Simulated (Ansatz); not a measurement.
The coordinates of a crystal:

```xyz
8
Lattice="4.0690 0.0000 0.0000 0.0000 4.0690 0.0000 0.0000 0.0000 4.0690" Properties=species:S:1:pos:R:3 pbc="T T T"
Al    2.0345    0.0000    0.0000
N     0.0000    0.0000    0.0000
Al    2.0345    2.0345    2.0345
N     0.0000    2.0345    2.0345
Al    0.0000    0.0000    2.0345
N     2.0345    0.0000    2.0345
Al    0.0000    2.0345    0.0000
N     2.0345    2.0345    0.0000
```

What does this file describe?

It has the composition AlN. The lattice is face-centred cubic and the space group Fm-3m (No. 225). Among the common structure types it is rock salt (NaCl type). The cell has 8 atoms, namely 4 Al, 4 N. Al is coordinated by six N in an octahedral arrangement at 2.03 Å. Each N is bonded to six Al in an octahedral arrangement at 2.03 Å. The bonds build a three-dimensional framework.

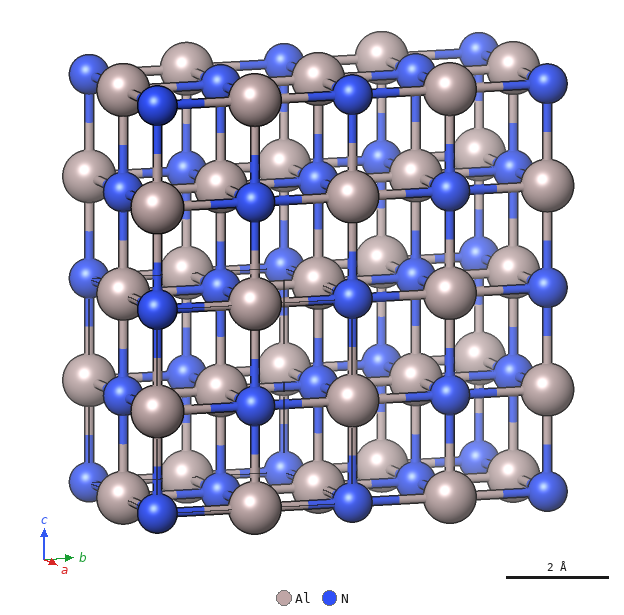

The image is a ball-and-stick drawing of a crystal, viewed slightly off an axis. One conventional unit cell is drawn solid; the view covers 1×2×2 cells. Colours: aluminium light grey, nitrogen blue.

Starting structure: a structure listed in the Materials Project. Earlier steps of the study may have refined or changed the cell and positions. An electronic-structure calculation with Ansatz was run on it.

At this level of theory the cell isn't at rest (compressed, at 18 GPa), so its distances can differ from those at equilibrium, the more so the softer the solid.
